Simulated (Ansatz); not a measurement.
Input

```
crystal:
  lattice:
    - [2.5539396017, 0.0, 0.0]
    - [-1.2769698009, 2.2117765748, 0.0]
    - [0.0, 0.0, 4.226855]
  atoms:
    - { symbol: B, position: [0.66666667, 0.33333333, 0.999724] }
    - { symbol: B, position: [0.33333333, 0.66666667, 0.499724] }
    - { symbol: "N", position: [0.66666667, 0.33333333, 0.625276] }
    - { symbol: "N", position: [0.33333333, 0.66666667, 0.125276] }
basis:
  ecutwfc: 420
  fft_grid_basis: typed
kpoints:
  mp_grid: { grid: [15, 15, 8] }
hamiltonian:
  xc: pbe
  pseudopotentials: { kind: paw }
scf:
  occupations: { method: gaussian, width: 0.05 }
output:
  forces: true
  stress: true
  eigenvalues: true
  bader: true
  write_density: true
  volumetric_format: npy
  elf: true
```

Command:

```sh
ansatz run input.yaml --threads 1 --pin off --max-ram 3072MiB --backend cpu --events-out ev --progress --plain --runs-dir out
```

The picture shows the conventional cell (a = 2.55 Å, b = 2.55 Å, c = 4.23 Å, α = 90.00°, β = 90.00°, γ = 120.00°).

Space group P6_3mc. This isn't the usual form at ambient conditions. The cell comes from a database of computed structures, not from a measurement.

Theory: DFT PBE, scalar-relativistic, plane waves, PAW in Ansatz.

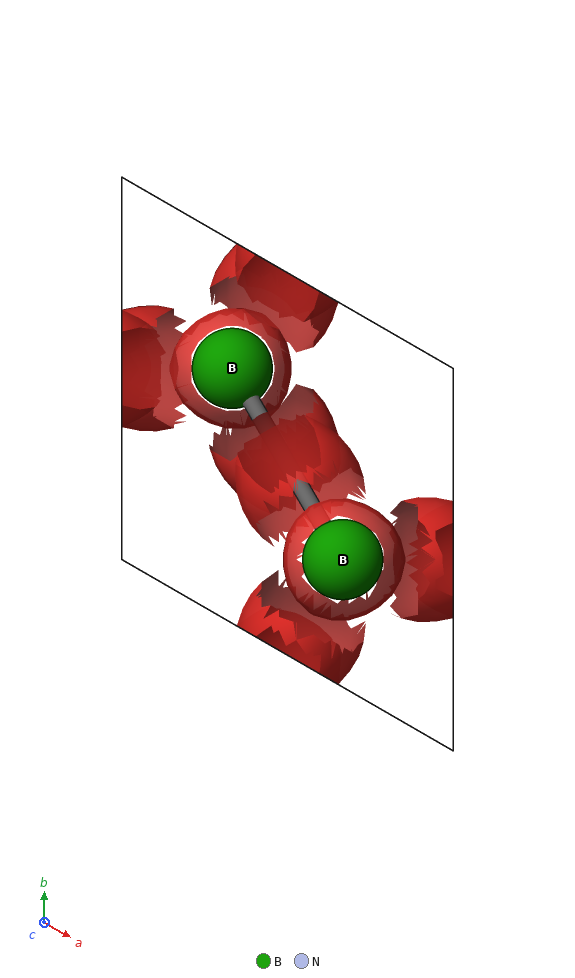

BN. Bonding charge density, ρ(crystal) − Σ ρ(neutral atoms): red surfaces at +0.15, none at −0.15 e/Å³, in the conventional cell seen along the c axis (the regions close to the nuclei are left out). Cores are masked to 0.7 Å (B) and 0.6 Å (N).

Core electrons are frozen (PAW), so the fields are smoothed inside the atomic spheres.

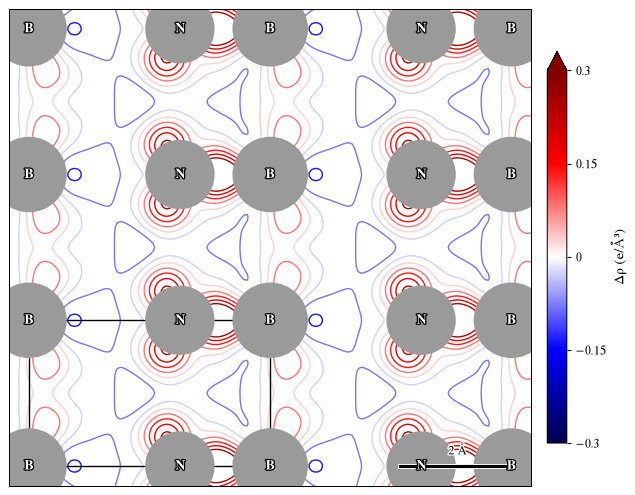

The same field as a map on the (11̄0) plane of the conventional cell, with grey discs over the atomic cores.

### Where does charge go when the atoms form this crystal?

B–N (1.57 Å): Δρ is +0.39 e/Å³ at the midpoint, with a peak of 0.43 e/Å³ 0.6 Å from N: bond charge of a polar bond.
Over the whole cell, outside the masked cores, the largest gain lies at the edge of the masked core of N, and the largest loss, 0.13 e/Å³, lies 0.9 Å from a boron nucleus and 1.4 Å from a nitrogen one.
In all about 0.25 e an atom is rearranged against the free atoms.
Bader charges: B +2.16 and N −2.16 e.
